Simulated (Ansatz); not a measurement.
## Band-structure calculation of NaI

NaI (2 atoms in the cell), computed with DFT, HSE06 with spin-orbit coupling, plane waves, PAW (Ansatz 0.2.0).

The structure was built on a prototype by a generator. The geometry comes from this level: r2SCAN. Figures and captions count atoms from 1; the log counts them from 0 in places.

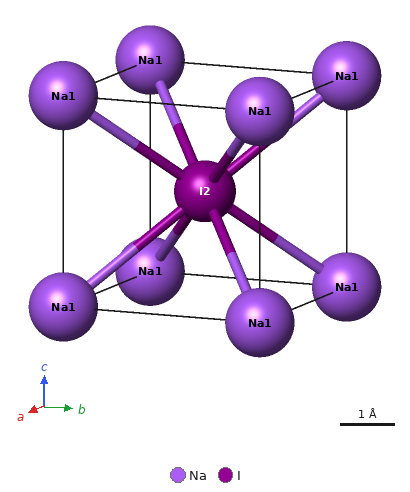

**Figure 1.** The input geometry (ball-and-stick view of the cell of the calculation, seen slightly off an axis; atoms are numbered from 1 in the order of the input).

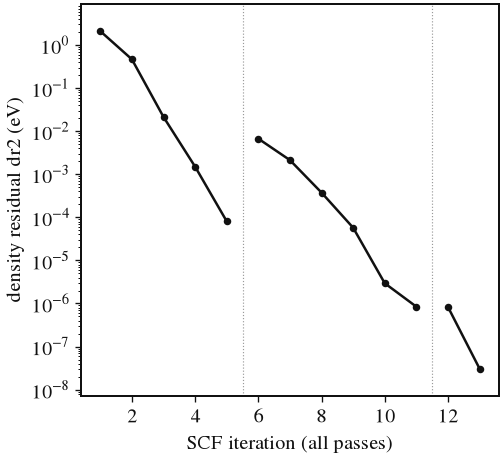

**Figure 2.** Convergence of the self-consistent field: density residual dr2 against the SCF iteration. The run starts with a semilocal functional; after that each stretch between dotted lines is one SCF of the hybrid functional between two exact rebuilds of the exchange operator by the outer loop. Early passes are stopped at a loose threshold. The passes take 5, 6 and 2 iterations.

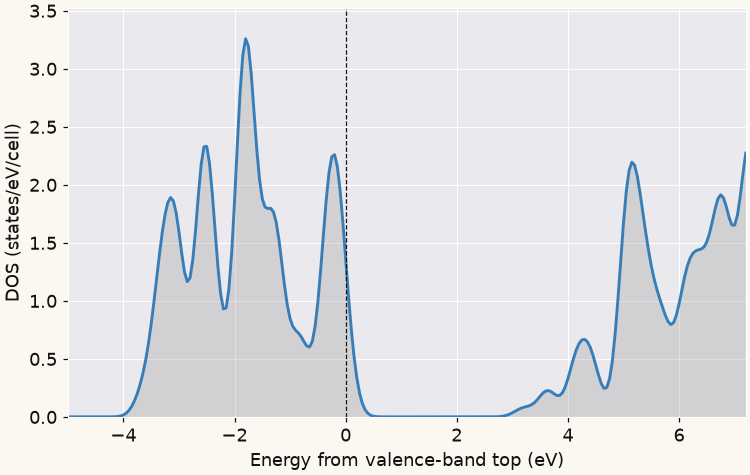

**Figure 3.** Density of states (the curve is built from the levels of the k mesh with Gaussians 0.4 eV wide, which also blur the band edges), with energies from the valence-band top. There is a gap of 3.21 eV on the k-point mesh. Small ripples come from the finite k-point mesh.

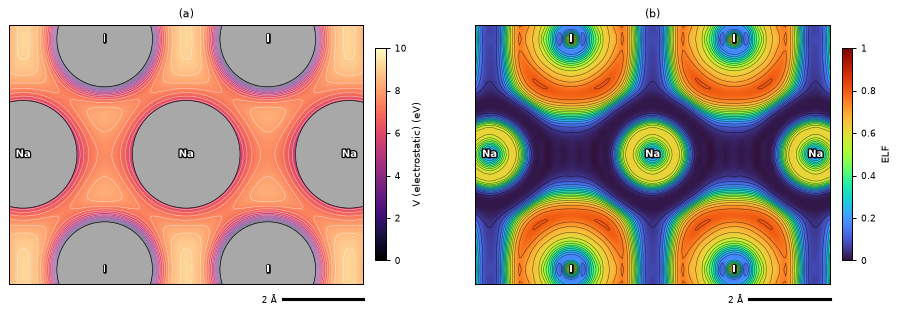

**Figure 4.** (a) electrostatic potential energy of an electron; (b) ELF on the (101̄) plane of the conventional cell. Grey discs, where drawn, cover atomic cores. Atoms in the plane: Na and I. Na–I (3.50 Å): the ELF is about 0.60 at the midpoint (a closed-shell, largely ionic contact). The strong features right at Na lie inside the PAW spheres (semicore, d or f shells) and say nothing about bonding. Outside the cores the potential energy rises away from the atoms and is highest about 2.0 Å from the nearest atoms; outside the discs it spans about 9 eV, and its zero is arbitrary. The fields are those of the smooth PAW valence density.

The input that produced these results follows, with the program's output.

## Input file
```yaml
crystal:
  lattice:
    - [4.0405366006, 0.0, 0.0]
    - [0.0, 4.0405366006, 0.0]
    - [0.0, 0.0, 4.0405366006]
  atoms:
    - { symbol: Na, position: [0.0, 0.0, 0.0] }
    - { symbol: I, position: [0.5, 0.5, 0.5] }
kpoints:
  mp_grid: { grid: [4, 4, 4] }
  band_path:
    path:
      - [0.0, 0.0, 0.0]
      - [0.0, 0.5, 0.0]
      - [0.5, 0.5, 0.0]
      - [0.5, 0.5, 0.5]
      - [0.0, 0.5, 0.5]
    npoints: 1
hamiltonian:
  xc: hse06
scf:
  occupations: { method: fixed }
  n_extra_bands: 8
magnetization:
  noncollinear: true
  spin_orbit: true
output:
  eigenvalues: true
  write_density: true
  write_potential: true
  elf: true
  volumetric_format: npy
```

Run as:
```bash
ansatz run input.yaml --threads 2 --pin off --max-ram 2211MiB --backend cpu --events-out ev --progress --plain --runs-dir out
```

## Log
```
scf.n_extra_bands = 8 over 26 filled bands (N_el = 26.0): the run solves 34 bands
Engine: ansatz 0.2.0, x86_64-unknown-linux-gnu
Pseudopotentials: kind: paw_fr
Pseudopotential: Na, paw_fr, valence charge 9, recommended cutoff 420 eV (normal), Na.paw.azcp#standard-fr
Pseudopotential: I, paw_fr, valence charge 17, recommended cutoff 420 eV (normal), I.paw.azcp#standard-fr
Functional definition: HSE06
  parameter a = 0.25
  parameter omega = 0.11/bohr
  exchange = pbe_x - a*pbe_x_sr(omega) + a*exact_x_sr(omega)
  correlation = pbe_c
davidson cushion auto → on  (no smearing: the cushion is to keep the highest requested band from converging to the state above it; pin scf.eigensolver.cushion to override)
non-collinear run that drives no moment, with spin-orbit: no starting moment large enough to seed its density (crystal.atoms[].spin), no starting occupations that ask for one, no magnetisation constraint and no magnetic field, so the semilocal B_xc is pinned to zero
Crystal: 2 atoms, lattice volume = 65.966 Å³
Basis set: ecut = 420 eV, 1309 PW (Γ)
Bands: 34, of which v1, the nominal top of the filled ones, is band 26 counted from 1 (25 counted from 0)
Symmetry: 48 space group operations + 48 with time reversal
Magnetic group: BNS 221.93 (UNI 1595), of the structure as read, at distance tolerance 4.0e-5 Å
k-points: 10 of 64
Projection manifold: j_resolved (fully-relativistic pseudo-atomic orbitals)
Non-local potential: Na, projectors of the file, l = 0: 3, l = 1: 4, l = 2: 2
Non-local potential: I, projectors of the file, l = 0: 2, l = 1: 4, l = 2: 4, l = 3: 4
PAW form: soft (Blöchl's): semilocal exchange-correlation on the pseudo side does not see the compensation charge
PAW frozen core: Na, regenerated for the run's functional, and the local potential with it (the file was generated under x = pbe(κ = 0.804, μ = 0.2195149727645171), c = pbe(β = 0.06672455060314922))
PAW frozen core: I, regenerated for the run's functional, and the local potential with it (the file was generated under x = pbe(κ = 0.804, μ = 0.2195149727645171), c = pbe(β = 0.06672455060314922))
PAW one-centre angular grid: Na, 110 points (default); XC on 221 of its mesh's 2595 points in the sphere
PAW one-centre angular grid: I, 590 points (default); XC on 205 of its mesh's 2799 points in the sphere
Initial density: superposition of atomic densities (chi_scale 0.1, normalization cell, long waves kept (reshape's long-wave potential 0.00 eV rms))
Initial wavefunctions: pseudopotential atomic-orbital guess
Functional: x = pbe(κ = 0.804, μ = 0.2195149727645171), c = pbe(β = 0.06672455060314922), warm-up for x = pbe(κ = 0.804, μ = 0.2195149727645171) + 0.25 (exact − pbe) at short range (hse, ω = 0.20786987370883472 Å⁻¹), c = pbe(β = 0.06672455060314922); HSE06 as pw.x's `hse` composes it (authors' and Libxc's form: `xc: wpbeh`)
SCF iter   1: F=—  HF=-9005.630980 eV  |F-HF|=—  |Δ(HF+E_count)|=         —  Δρ=5.69e-2  dr2=2.10e0  dr2_m=0.00e0 (ungated)  ethr=1.00e-1  |M|=0.00e0 ∫|m|=0.00e0 μB  |m|>n=0.0e0 m-floor=0.0e0 τ_xc=0.0e0  β_m=0.30  ⟨swp⟩=6.9  Hψ=1222  notcnv=0
preconditioner: auto → none  [insulator: Δε(μ)=0.922 eV  Ē_g=9.549 eV  n_scr=18 (ndim 8)  ℏωp=12.9 eV  f_vac=0.000]
SCF iter   2: F=—  HF=-9004.809498 eV  |F-HF|=—  |Δ(HF+E_count)|=   8.21e-1  Δρ=2.76e-2  dr2=4.66e-1  dr2_m=0.00e0 (ungated)  ethr=8.06e-3  |M|=0.00e0 ∫|m|=0.00e0 μB  |m|>n=0.0e0 m-floor=0.0e0 τ_xc=0.0e0  β_m=0.42  ⟨swp⟩=4.1  Hψ=907  notcnv=0  defer=1
iter 3 solved again at ethr=8.25e-5 eV; its pass at ethr=1.79e-3 eV (dr2=2.14e-2 eV) is discarded
SCF iter   3: F=—  HF=-9004.607000 eV  |F-HF|=—  |Δ(HF+E_count)|=   2.02e-1  Δρ=5.90e-3  dr2=2.14e-2  dr2_m=0.00e0 (ungated)  ethr=8.25e-5  |M|=0.00e0 ∫|m|=0.00e0 μB  |m|>n=0.0e0 m-floor=0.0e0 τ_xc=0.0e0  β_m=0.59  ⟨swp⟩=3.7  Hψ=1703  notcnv=0
SCF iter   4: F=—  HF=-9004.606154 eV  |F-HF|=—  |Δ(HF+E_count)|=   8.46e-4  Δρ=1.41e-3  dr2=1.50e-3  dr2_m=0.00e0 (ungated)  ethr=8.23e-5  |M|=0.00e0 ∫|m|=0.00e0 μB  |m|>n=0.0e0 m-floor=0.0e0 τ_xc=0.0e0  β_m=0.58  ⟨swp⟩=3.2  Hψ=877  notcnv=0
SCF iter   5: F=-9004.606457 eV  HF=-9004.606406 eV  |F-HF|=5.02e-5  |Δ(HF+E_count)|=   2.53e-4  Δρ=4.46e-4  dr2=8.09e-5  dr2_m=0.00e0 (ungated)  ethr=5.78e-6  |M|=0.00e0 ∫|m|=0.00e0 μB  |m|>n=0.0e0 m-floor=0.0e0 τ_xc=0.0e0  ⟨swp⟩=3.6  Hψ=954  notcnv=0  defer=2
SCF 1 stopped early in 5 iterations: F = -9004.606457 eV  dr2 = 8.09e-5
  greatest PAW one-centre occupation: 0.999 electrons in one spin orbital (limit 2), on the Na atom at site 0 (counted from 0), in its partial waves of l = 0
Projection manifold: j_resolved (fully-relativistic pseudo-atomic orbitals)
Initial density: handed on by an earlier stage of this run
Initial wavefunctions: those handed on with the density
Functional: x = pbe(κ = 0.804, μ = 0.2195149727645171) + 0.25 (exact − pbe) at short range (hse, ω = 0.20786987370883472 Å⁻¹), c = pbe(β = 0.06672455060314922); HSE06 as pw.x's `hse` composes it (authors' and Libxc's form: `xc: wpbeh`)
Exchange kernel: α = 0.2500, screened, ω = 0.2079 Å⁻¹, Wigner–Seitz truncation, v(0) = 1035.7044 eV·Å³, q-mesh 4×4×4, nearest image of the exchange supercell L = 16.16 Å, pair-density grid 18×18×18, without the augmentation charges, whose exchange is taken in its separable form by FFT convolution over the k-point mesh (sized by the pseudopotential files, 30×30×30 at the most), smooth part of the exact exchange by density-matrix convolution
Frozen-core exchange: fock
SCF iter   1: F=—  HF=-9004.399870 eV  |F-HF|=—  |Δ(HF+E_count)|=         —  Δρ=3.75e-3  dr2=6.70e-3  dr2_m=0.00e0 (ungated)  ethr=3.11e-6  |M|=0.00e0 ∫|m|=0.00e0 μB  |m|>n=0.0e0 m-floor=0.0e0 τ_xc=0.0e0  β_m=0.30  ⟨swp⟩=5.4  Hψ=1502  notcnv=0
preconditioner: auto → none  [insulator: Δε(μ)=3.173 eV  Ē_g=11.729 eV  n_scr=18 (ndim 8)  ℏωp=12.9 eV  f_vac=0.051]
SCF iter   2: F=—  HF=-9004.397412 eV  |F-HF|=—  |Δ(HF+E_count)|=   2.46e-3  Δρ=1.34e-3  dr2=2.13e-3  dr2_m=0.00e0 (ungated)  ethr=3.11e-6  |M|=0.00e0 ∫|m|=0.00e0 μB  |m|>n=0.0e0 m-floor=0.0e0 τ_xc=0.0e0  β_m=0.51  ⟨swp⟩=3.3  Hψ=984  notcnv=0
SCF iter   3: F=—  HF=-9004.397161 eV  |F-HF|=—  |Δ(HF+E_count)|=   2.52e-4  Δρ=3.30e-4  dr2=3.75e-4  dr2_m=0.00e0 (ungated)  ethr=3.11e-6  |M|=0.00e0 ∫|m|=0.00e0 μB  |m|>n=0.0e0 m-floor=0.0e0 τ_xc=0.0e0  β_m=0.61  ⟨swp⟩=3.0  Hψ=990  notcnv=0
SCF iter   4: F=—  HF=-9004.400140 eV  |F-HF|=—  |Δ(HF+E_count)|=   2.98e-3  Δρ=3.70e-4  dr2=5.74e-5  dr2_m=0.00e0 (ungated)  ethr=2.97e-7  |M|=0.00e0 ∫|m|=0.00e0 μB  |m|>n=0.0e0 m-floor=0.0e0 τ_xc=0.0e0  β_m=0.61  ⟨swp⟩=4.0  Hψ=1209  notcnv=0
SCF iter   5: F=—  HF=-9004.400115 eV  |F-HF|=—  |Δ(HF+E_count)|=   2.48e-5  Δρ=2.50e-5  dr2=2.95e-6  dr2_m=0.00e0 (ungated)  ethr=2.03e-7  |M|=0.00e0 ∫|m|=0.00e0 μB  |m|>n=0.0e0 m-floor=0.0e0 τ_xc=0.0e0  β_m=0.78  ⟨swp⟩=3.0  Hψ=871  notcnv=0
SCF iter   6: F=-9004.400143 eV  HF=-9004.400143 eV  |F-HF|=6.23e-7  |Δ(HF+E_count)|=   2.82e-5  Δρ=3.90e-5  dr2=8.43e-7  dr2_m=0.00e0 (ungated)  ethr=5.80e-10  |M|=0.00e0 ∫|m|=0.00e0 μB  |m|>n=0.0e0 m-floor=0.0e0 τ_xc=0.0e0  ⟨swp⟩=4.8  Hψ=1371  notcnv=0  defer=2
SCF 2 stopped early in 6 iterations: F = -9004.400143 eV  dr2 = 8.43e-7
hybrid outer 1: dexx = +2.849e-3 eV, tail = 1.46e-5 eV
Projection manifold: j_resolved (fully-relativistic pseudo-atomic orbitals)
Exchange kernel: α = 0.2500, screened, ω = 0.2079 Å⁻¹, Wigner–Seitz truncation, v(0) = 1035.7044 eV·Å³, q-mesh 4×4×4, nearest image of the exchange supercell L = 16.16 Å, pair-density grid 18×18×18, without the augmentation charges, whose exchange is taken in its separable form by FFT convolution over the k-point mesh (sized by the pseudopotential files, 30×30×30 at the most), smooth part of the exact exchange by density-matrix convolution
Frozen-core exchange: fock
SCF iter   1: F=—  HF=-9004.400050 eV  |F-HF|=—  |Δ(HF+E_count)|=         —  Δρ=3.66e-5  dr2=8.31e-7  dr2_m=0.00e0 (ungated)  ethr=2.81e-7  |M|=0.00e0 ∫|m|=0.00e0 μB  |m|>n=0.0e0 m-floor=0.0e0 τ_xc=0.0e0  β_m=0.30  ⟨swp⟩=2.7  Hψ=764  notcnv=0
preconditioner: auto → none  [insulator: Δε(μ)=3.208 eV  Ē_g=11.725 eV  n_scr=18 (ndim 8)  ℏωp=12.9 eV  f_vac=0.067]
iter 2 solved again at ethr=6.89e-11 eV; its pass at ethr=2.77e-9 eV (dr2=1.79e-8 eV) is discarded
SCF iter   2: F=-9004.400050 eV  HF=-9004.400050 eV  |F-HF|=1.10e-8  |Δ(HF+E_count)|=   2.39e-7  Δρ=6.33e-6  dr2=3.07e-8  dr2_m=0.00e0 (ungated)  ethr=6.89e-11  |M|=0.00e0 ∫|m|=0.00e0 μB  |m|>n=0.0e0 m-floor=0.0e0 τ_xc=0.0e0  ⟨swp⟩=3.1  Hψ=1865  notcnv=0
SCF 3 converged in 2 iterations: F = -9004.400050 eV  dr2 = 3.07e-8
hybrid outer 2: dexx = +9.603e-8 eV, tail = 7.48e-8 eV, Δε = 3.47e-3 eV (about 4.21e-4 eV left of the loop's levels)
NSCF: frozen V_eff on 5 k-points
hybrid SCF converged: 2 outer / 8 inner (+5 warm-up), last move |dexx| = 9.60e-8 eV, tail = 7.48e-8 eV
Magnetization: |M| = 0.0000 μB,  M = (+0.0000, +0.0000, +0.0000) μB
Absolute magnetization: 0.0000 μB (∫|m|)
  site 0: m = (+0.0000, +0.0000, +0.0000) μB, |m| = 0.0000 μB  (R = 1.44 Å)
  site 1: m = (+0.0000, +0.0000, +0.0000) μB, |m| = 0.0000 μB  (R = 1.44 Å)
Free energy (F): -9004.400050 eV
Frozen-core exchange: fock
Harris-Foulkes:  -9004.400050 eV  (|F-HF|=1.10e-8)
Internal energy: -9004.400050 eV  (E = F + TS)
E sigma→0 (E₀):  -9004.400050 eV
Fermi energy:    3.657360 eV
--- Per-component energies (eV) ---
  E_band       = -669.268372
  E_kinetic    = 310.459631
  E_local      = -3261.291372  (includes V_loc(G=0)·N_el)
  E_nonlocal   = 25.197819
  E_hartree    = 1480.258525
  E_xc         = -135.171899
  E_vxc        = -143.648472  (∫ρ·V_xc dr)
  E_exx        = -93.178050  (= α·E_x^exact, valence–valence)
  E_paw        = -5022.389998  (= ΣΔE_a)
  E_vpaw       = -374.138221  (= ΣTr[D̂ρ^β])
  E_aug_tail   = -0.000039  (compensation charges beyond the density's cutoff)
  E_ewald      = -2307.900447
  E_core_change = -0.384221  (= ΣΔE_core)
  E_smearing   = -0.000000  (= −TS)
  E_closure    = 0.000000  (closes the sum)
  Σ components = -9004.400050   (vs F -9004.400050, Δ=0.00e0)
--- Band table (eV; the first three rows and the last of 10) ---
  k-point 0: bands = ["-52.3197", "-52.3197", "-43.4173", "-43.4173", "-43.4173", "-43.4173", "-41.6739", "-41.6739", "-41.6735", "-41.6735", "-41.6735", "-41.6735", "-22.6030", "-22.6030", "-22.4181", "-22.4181", "-22.4181", "-22.4181", "-9.1800", "-9.1800", "2.1555", "2.1555", "3.2648", "3.2648", "3.2648", "3.2648", "6.8643", "6.8643", "10.1377", "10.1377", "10.1377", "10.1377", "15.8302", "15.8302"]
  k-point 1: bands = ["-52.3196", "-52.3196", "-43.4173", "-43.4173", "-43.4171", "-43.4171", "-41.6739", "-41.6739", "-41.6736", "-41.6736", "-41.6732", "-41.6732", "-22.6040", "-22.6040", "-22.4205", "-22.4205", "-22.4177", "-22.4177", "-9.0030", "-9.0030", "1.1130", "1.1130", "2.7931", "2.7931", "3.4458", "3.4458", "8.0683", "8.0683", "10.6680", "10.6680", "11.5899", "11.5899", "13.7615", "13.7615"]
  k-point 2: bands = ["-52.3195", "-52.3195", "-43.4173", "-43.4173", "-43.4169", "-43.4169", "-41.6739", "-41.6739", "-41.6736", "-41.6736", "-41.6729", "-41.6729", "-22.6050", "-22.6050", "-22.4229", "-22.4229", "-22.4173", "-22.4173", "-8.8077", "-8.8077", "0.0454", "0.0454", "2.8950", "2.8950", "3.6449", "3.6449", "9.2257", "9.2257", "11.0506", "11.0506", "11.7071", "11.7071", "12.6231", "12.6231"]
  k-point 9: bands = ["-52.3192", "-52.3192", "-43.4169", "-43.4169", "-43.4169", "-43.4169", "-41.6741", "-41.6741", "-41.6727", "-41.6727", "-41.6727", "-41.6727", "-22.6081", "-22.6081", "-22.4233", "-22.4233", "-22.4233", "-22.4233", "-8.1759", "-8.1759", "0.7307", "0.7307", "1.6275", "1.6275", "1.6275", "1.6275", "8.6824", "8.6824", "8.6882", "8.6882", "8.6882", "8.6882", "11.3554", "11.3554"]
```

## File rho_z.tsv
```
# z_ang	rho[e/angstrom^3]	m_x[e/angstrom^3]	m_y[e/angstrom^3]	m_z[e/angstrom^3]	m_norm[e/angstrom^3]
# format = ansatz-planar-average/11
# lattice	4.040536601	0.000000000	0.000000000
# lattice	0.000000000	4.040536601	0.000000000
# lattice	0.000000000	0.000000000	4.040536601
# sites	2
# site	11	0.000000000	0.000000000	0.000000000
# site	53	2.020268300	2.020268300	2.020268300
0.000000	7.101112e-1	0.000000e0	0.000000e0	0.000000e0	0.000000e0
0.134685	6.416264e-1	0.000000e0	0.000000e0	0.000000e0	0.000000e0
0.269369	4.697541e-1	0.000000e0	0.000000e0	0.000000e0	0.000000e0
0.404054	2.771825e-1	0.000000e0	0.000000e0	0.000000e0	0.000000e0
0.538738	1.453098e-1	0.000000e0	0.000000e0	0.000000e0	0.000000e0
0.673423	9.556589e-2	0.000000e0	0.000000e0	0.000000e0	0.000000e0
0.808107	9.466135e-2	0.000000e0	0.000000e0	0.000000e0	0.000000e0
0.942792	1.132633e-1	0.000000e0	0.000000e0	0.000000e0	0.000000e0
1.077476	1.446444e-1	0.000000e0	0.000000e0	0.000000e0	0.000000e0
1.212161	1.854135e-1	0.000000e0	0.000000e0	0.000000e0	0.000000e0
1.346846	2.444019e-1	0.000000e0	0.000000e0	0.000000e0	0.000000e0
1.481530	3.608183e-1	0.000000e0	0.000000e0	0.000000e0	0.000000e0
1.616215	5.537954e-1	0.000000e0	0.000000e0	0.000000e0	0.000000e0
1.750899	7.757476e-1	0.000000e0	0.000000e0	0.000000e0	0.000000e0
1.885584	9.484662e-1	0.000000e0	0.000000e0	0.000000e0	0.000000e0
2.020268	1.012943e0	0.000000e0	0.000000e0	0.000000e0	0.000000e0
2.154953	9.484662e-1	0.000000e0	0.000000e0	0.000000e0	0.000000e0
2.289637	7.757476e-1	0.000000e0	0.000000e0	0.000000e0	0.000000e0
2.424322	5.537954e-1	0.000000e0	0.000000e0	0.000000e0	0.000000e0
2.559007	3.608183e-1	0.000000e0	0.000000e0	0.000000e0	0.000000e0
2.693691	2.444019e-1	0.000000e0	0.000000e0	0.000000e0	0.000000e0
2.828376	1.854135e-1	0.000000e0	0.000000e0	0.000000e0	0.000000e0
2.963060	1.446444e-1	0.000000e0	0.000000e0	0.000000e0	0.000000e0
3.097745	1.132633e-1	0.000000e0	0.000000e0	0.000000e0	0.000000e0
3.232429	9.466135e-2	0.000000e0	0.000000e0	0.000000e0	0.000000e0
3.367114	9.556589e-2	0.000000e0	0.000000e0	0.000000e0	0.000000e0
3.501798	1.453098e-1	0.000000e0	0.000000e0	0.000000e0	0.000000e0
3.636483	2.771825e-1	0.000000e0	0.000000e0	0.000000e0	0.000000e0
3.771167	4.697541e-1	0.000000e0	0.000000e0	0.000000e0	0.000000e0
3.905852	6.416264e-1	0.000000e0	0.000000e0	0.000000e0	0.000000e0
```

## Summary

- outcome: converged
- space group (tolerance 0.01 Å): Pm-3m (221)
- electrons treated: 26
- free energy: −9004.4001 eV
- Fermi energy: 3.657 eV
- gap on the k-point mesh: 3.21 eV
- net moment of the cell: 0.00 μB
- integrated absolute moment: 0.00 μB
- hardware: 2 threads of an x86-64 CPU, shared host
- wall time: 4.2 min (CPU time 7.5 min)
- peak memory: 1.5 GiB
